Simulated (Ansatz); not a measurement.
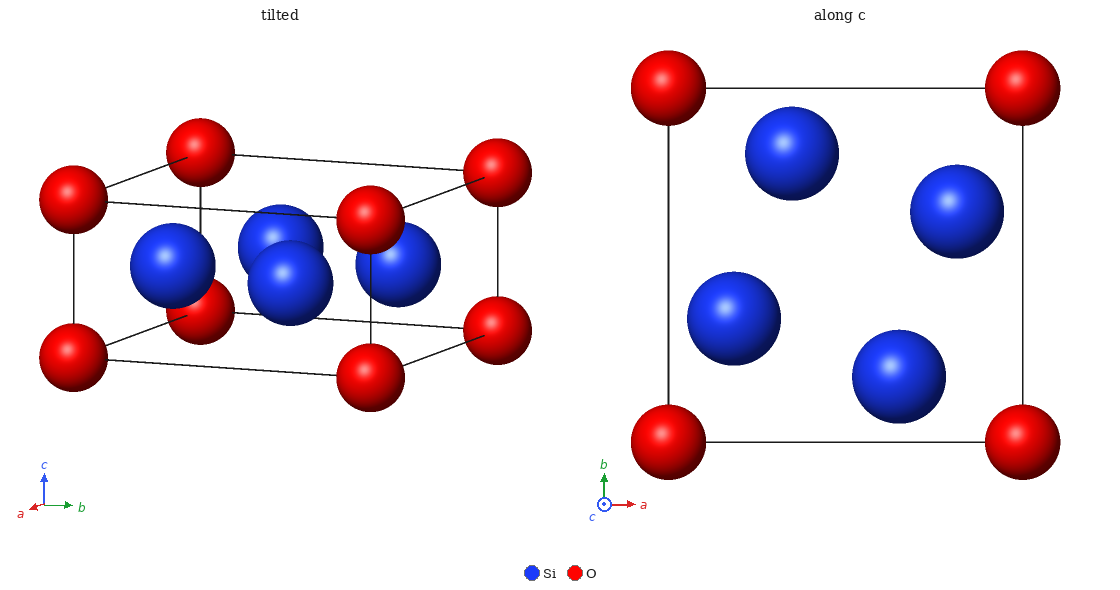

An orthographic spheres-only view of the structure, slightly off an axis and along the c axis. One conventional unit cell is framed, with atoms on its boundary repeated. Cell: a = 5.15 Å, b = 5.15 Å, c = 2.55 Å, α = 90.00°, β = 90.00°, γ = 90.00°.

Starting structure: a random cell made by a generator, so it need not be a real form of the compound. Earlier steps of the study, as a rule a relaxation of our own, may have changed the cell and positions, so they can lie some per cent off the listed ones. It went into a calculation with Ansatz.

**Explain the picture.**

Formula: Si4O. It is primitive tetragonal, space group P4/m (No. 83). Content of the cell: 4 Si, 1 O (Z = 1).

The calculation used DFT PBE, scalar-relativistic, plane waves, PAW in Ansatz 0.2.0, with 420 eV cutoff, the zone sampled with 8×8×14 points, Gaussian smearing of 0.1 eV, no spin polarisation.

**How large a gap does the method give, if there is one?**

A metal: bands cross the Fermi level.

**How charged are the atoms, by the Bader scheme?**

Si +0.29 e; O -1.17 e.

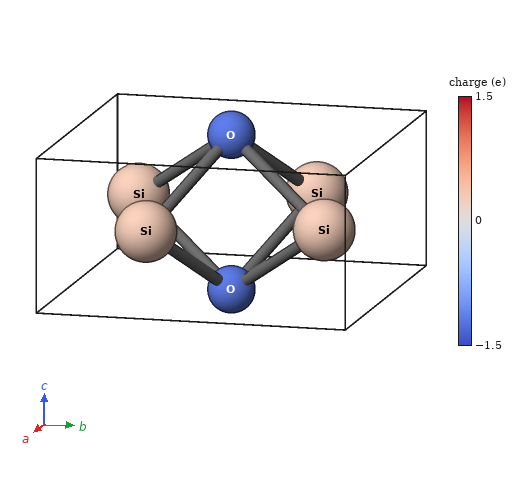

The atoms coloured by those charges. The run's cell of 5 atoms is drawn, so axes and origin can differ from the first picture.

**Is this the optimised geometry for these settings?**

Yes. All forces vanish to within 0.01 eV/Å. The pressure is 0.0 GPa, close to zero.
